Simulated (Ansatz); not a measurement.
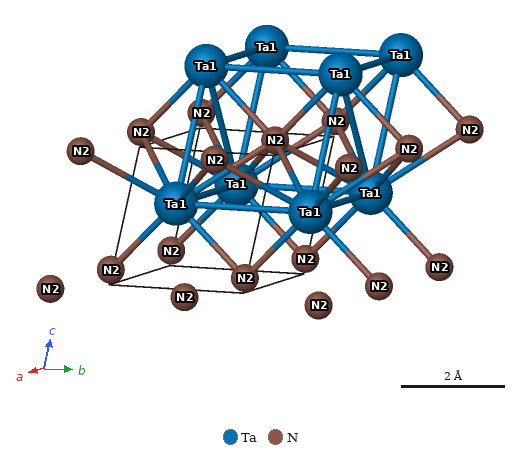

The input geometry (ball-and-stick view of the cell of the calculation, set on other vectors, repeated 2 × 2 × 2, seen slightly off an axis; atoms are numbered from 1 in the order of the input). An atom can appear more than once, as a periodic image.

# Single-point calculation, with input and output: TaN

- system: TaN (Pm, 2 atoms in the cell)
- method: DFT PBEsol, scalar-relativistic, plane waves, PAW, no spin polarisation (Ansatz 0.2.0)

The structure derives from an entry of the Crystallography Open Database. It belongs to a series of runs on one base structure; here: atom 2 (N) moved by (-0.300, +0.000) A along [1 1 0] and z. Figures and captions count atoms from 1; the log counts them from 0 in places.

Log
```
Engine: ansatz 0.2.0, x86_64-unknown-linux-gnu
Pseudopotentials: kind: paw
Pseudopotential: Ta, paw, valence charge 13, recommended cutoff 420 eV (normal), Ta.paw.azcp
Pseudopotential: N, paw, valence charge 5, recommended cutoff 420 eV (normal), N.paw.azcp
Functional definition: PBEsol
  exchange = pbesol_x
  correlation = pbesol_c
Crystal: 2 atoms, lattice volume = 21.256 Å³
Basis set: ecut = 420 eV, 405 PW (Γ), exchange–correlation on 40×40×40 points (8 copies of the dense FFT grid, shifted against one another)
Bands: 13, of which v1, the nominal top of the filled ones, is band 9 counted from 1 (8 counted from 0)
Symmetry: 2 space group operations
Space group: Pm (ITA 6), of the structure as read, at distance tolerance 2.8e-5 Å
k-points: 3190 of 11520 (time reversal used)
Non-local potential: Ta, projectors of the file, l = 0: 3, l = 1: 2, l = 2: 2, l = 3: 1
Non-local potential: N, projectors of the file, l = 0: 2, l = 1: 2, l = 2: 1
PAW form: soft (Blöchl's): semilocal exchange-correlation on the pseudo side does not see the compensation charge
PAW frozen core: Ta, regenerated for the run's functional, and the local potential with it (the file was generated under x = pbe(κ = 0.804, μ = 0.2195149727645171), c = pbe(β = 0.06672455060314922))
PAW frozen core: N, regenerated for the run's functional, and the local potential with it (the file was generated under x = pbe(κ = 0.804, μ = 0.2195149727645171), c = pbe(β = 0.06672455060314922))
PAW one-centre angular grid: Ta, 590 points (default); XC on 64 Gauss nodes
PAW one-centre angular grid: N, 110 points (default); XC on 64 Gauss nodes
Initial density: superposition of atomic densities (neutral atoms: chi_scale 0, normalization atom), corrected by the library's trained network
Initial wavefunctions: pseudopotential atomic-orbital guess
Functional: x = pbesol(κ = 0.804, μ = 0.12345679012345678), c = pbesol(β = 0.046)
SCF iter   1: F=—  HF=-10187.009547 eV  |F-HF|=—  |Δ(HF+E_count)|=         —  Δρ=1.75e-2  dr2=5.76e-2  ethr=1.77e-3  ⟨swp⟩=5.3  Hψ=205431  notcnv=0
preconditioner: auto → none  [metal: Δε(μ)=0.003 eV  Ē_g=11.118 eV  σ=0.150 eV  W_gap=0.01  n_scr=8 (ndim 8)  ℏωp=25.5 eV  f_vac=0.000  D(μ)=0.14/eV (n_scr^D=0)  sad-step TF]
SCF iter   2: F=—  HF=-10187.002664 eV  |F-HF|=—  |Δ(HF+E_count)|=   6.88e-3  Δρ=1.04e-2  dr2=2.35e-2  ethr=3.20e-4  ⟨swp⟩=1.0  Hψ=66990  notcnv=0
SCF iter   3: F=—  HF=-10186.997462 eV  |F-HF|=—  |Δ(HF+E_count)|=   5.20e-3  Δρ=9.77e-4  dr2=1.21e-4  ethr=1.30e-4  ⟨swp⟩=2.0  Hψ=51599  notcnv=0
SCF iter   4: F=—  HF=-10186.997405 eV  |F-HF|=—  |Δ(HF+E_count)|=   5.64e-5  Δρ=1.96e-4  dr2=6.69e-6  ethr=6.70e-7  ⟨swp⟩=2.2  Hψ=67157  notcnv=0
SCF iter   5: F=—  HF=-10186.997426 eV  |F-HF|=—  |Δ(HF+E_count)|=   2.02e-5  Δρ=2.86e-5  dr2=1.16e-7  ethr=3.72e-8  ⟨swp⟩=2.6  Hψ=65146  notcnv=0
SCF iter   6: F=-10186.997426 eV  HF=-10186.997426 eV  |F-HF|=1.27e-9  |Δ(HF+E_count)|=   3.09e-8  Δρ=6.29e-6  dr2=4.32e-9  ethr=5.56e-10  ⟨swp⟩=9.6  Hψ=285315  notcnv=0
SCF 1 converged in 6 iterations: F = -10186.997426 eV  dr2 = 4.32e-9
  greatest PAW one-centre occupation: 1.000 electrons in one spin orbital (limit 2), on the Ta atom at site 0 (counted from 0), in its partial waves of l = 0
SCF converged after 6 iterations
Free energy (F): -10186.997426 eV
Harris-Foulkes:  -10186.997426 eV  (|F-HF|=1.27e-9)
Internal energy: -10186.995862 eV  (E = F + TS)
E sigma→0 (E₀):  -10186.996644 eV
Entropy (-TS):   -0.001564 eV (-0.782 meV/atom)
Fermi energy:    20.524621 eV
--- Per-component energies (eV) ---
  E_band       = -49.242900
  E_kinetic    = 502.115768
  E_local      = -610.600063  (includes V_loc(G=0)·N_el)
  E_nonlocal   = 63.706805
  E_hartree    = 206.872838
  E_xc         = -278.597654
  E_vxc        = -282.554759  (∫ρ·V_xc dr)
  E_paw        = -8395.969610  (= ΣΔE_a)
  E_vpaw       = -135.655906  (= ΣTr[D̂ρ^β])
  E_aug_tail   = 0.000213  (compensation charges beyond the density's cutoff)
  E_ewald      = -1674.765903
  E_core_change = 0.241745  (= ΣΔE_core)
  E_smearing   = -0.001564  (= −TS)
  E_closure    = 0.000000  (closes the sum)
  Σ components = -10186.997426   (vs F -10186.997426, Δ=0.00e0)
--- Forces (eV/Å), atoms counted from 1 ---
  atom   1  Ta    -3.50376648    -2.72406786     0.00000000
  atom   2  N      3.50377855     2.72407690     0.00000000
  max |Σ_I F_I| component: 1.21e-5 eV/Å
--- Stress (GPa, compression-positive) ---
       14.459303       6.960732       0.000000
        6.960734       5.269964       0.000000
        0.000000       0.000000      22.813021
  P = ⅓ Tr σ = 14.1808 GPa (141.808 kbar)
--- Band table (eV; the first three rows and the last of 3190) ---
  k-point 0: bands = ["-47.9069", "-14.3244", "-14.0278", "-14.0078", "2.5571", "14.9535", "15.5722", "17.1151", "17.4263", "21.0819", "24.0236", "24.4823", "24.7300"]
  k-point 1: bands = ["-47.9056", "-14.3523", "-14.0247", "-14.0059", "2.6134", "14.8976", "15.6035", "16.9002", "17.6587", "21.0306", "23.7094", "24.5541", "24.8837"]
  k-point 2: bands = ["-47.9016", "-14.4320", "-14.0163", "-14.0003", "2.7784", "14.7001", "15.7016", "16.6203", "18.0287", "20.8720", "23.4175", "24.1982", "25.0325"]
  k-point 3189: bands = ["-47.7707", "-15.0763", "-14.9306", "-14.1485", "4.6246", "13.1150", "13.8207", "15.0483", "19.9945", "23.3125", "25.7222", "26.4959", "27.7057"]
```

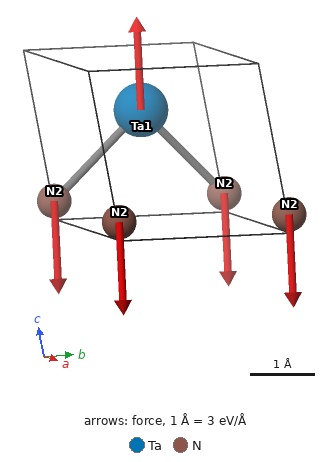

Forces on the atoms as red arrows (ball-and-stick view of the cell of the calculation, set on other vectors, seen slightly off an axis; atoms are numbered from 1 in the order of the input). The largest act on N2 (4.44 eV/Å); Ta1 (4.44 eV/Å). The geometry is not a stationary point of this energy.

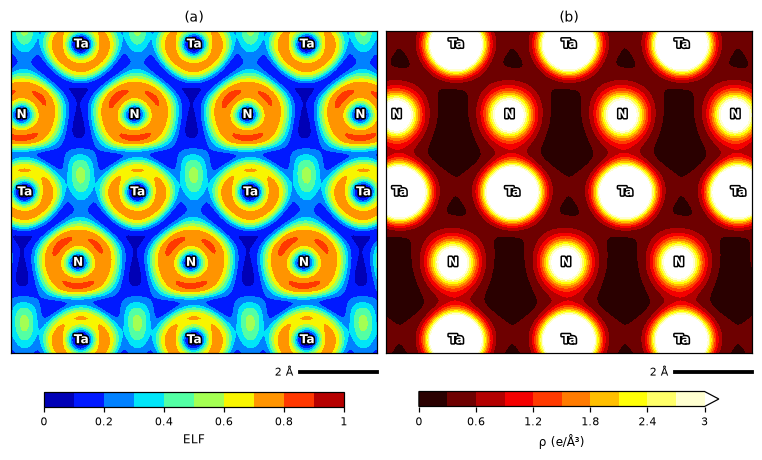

(a) ELF; (b) valence charge density (pseudo) on the (011) plane of the conventional cell. Ta–N (2.01 Å): the density is about 0.91 e/Å³ at the midpoint; the ELF peaks at about 0.80 in the valence shell of N, 0.6 Å from its nucleus, and drops to about 0.25 between the two atoms; no shared pair; the contact is polar. Ta–N (2.29 Å): the density is about 0.47 e/Å³ at the midpoint; the ELF is about 0.15 at the midpoint; no shared pair; the contact is polar. Ta–Ta (2.92 Å): the density is about 0.31 e/Å³ at the midpoint; the ELF is about 0.40 at the midpoint (no shared electron pair). Away from the nuclei the density in this plane falls to 0.13 e/Å³ at its lowest. The strong features right at Ta lie inside the PAW spheres (semicore, d or f shells) and say nothing about bonding. Core electrons are frozen (PAW), so the fields are smoothed inside the atomic spheres.

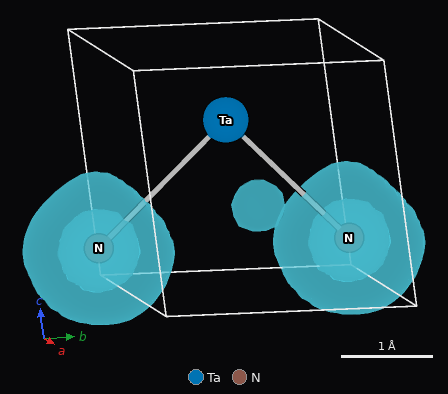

Isosurface of the electron localisation function at 0.7 (cyan), seen slightly off an axis. Only the valence region is drawn (cores and ρ < 0.01 e/Å³ removed). Sticks mark near contacts. The outline is the cell set on symmetry axes. Values along the shortest contacts: Ta–N (2.01 Å): the ELF peaks at about 0.80 in the valence shell of N, 0.6 Å from its nucleus, and drops to about 0.25 between the two atoms (no shared pair; the contact is polar). Ta–Ta (2.87 Å): the ELF is about 0.25 at the midpoint (no localised pair between them).

This output came from the following input.

The input
```yaml
crystal:
  lattice:
    - [2.9239890448, 0.0, 0.0]
    - [-1.4619945224, 2.5322487931, 0.0]
    - [0.0, 0.0, 2.8707276426]
  atoms:
    - { symbol: Ta, position: [0.3333333333, 0.6666666667, 0.5] }
    - { symbol: "N", position: [-0.1144349436, -0.0837721929, 0.0] }
basis:
  ecutwfc: 420
kpoints:
  mp_grid: { grid: [24, 24, 20] }
hamiltonian:
  xc: pbesol
scf:
  occupations: { method: gaussian, width: 0.15 }
output:
  forces: true
  stress: true
  eigenvalues: true
  write_density: true
  write_potential: true
  elf: true
  volumetric_format: npy
```

Run as:
```bash
ansatz run input.yaml --threads 2 --pin off --max-ram 5120MiB --backend cpu --events-out ev --progress --plain --runs-dir out
```

Key numbers

- outcome: converged
- space group (tolerance 0.01 Å): Pm (6)
- electrons treated: 18
- free energy: −10186.9974 eV
- Fermi energy: 20.525 eV
- gap on the k-point mesh: none (metallic)
- pressure: 14.18 GPa
- largest force (length of the vector): 4.438 eV/Å
- hardware: 2 threads of AMD EPYC (Zen 3), 32 GiB of memory available, shared host
- wall time: 37 s (CPU time 74 s)
- peak memory: 1.3 GiB

Notes

Spin–orbit coupling is left out, which matters for Ta.
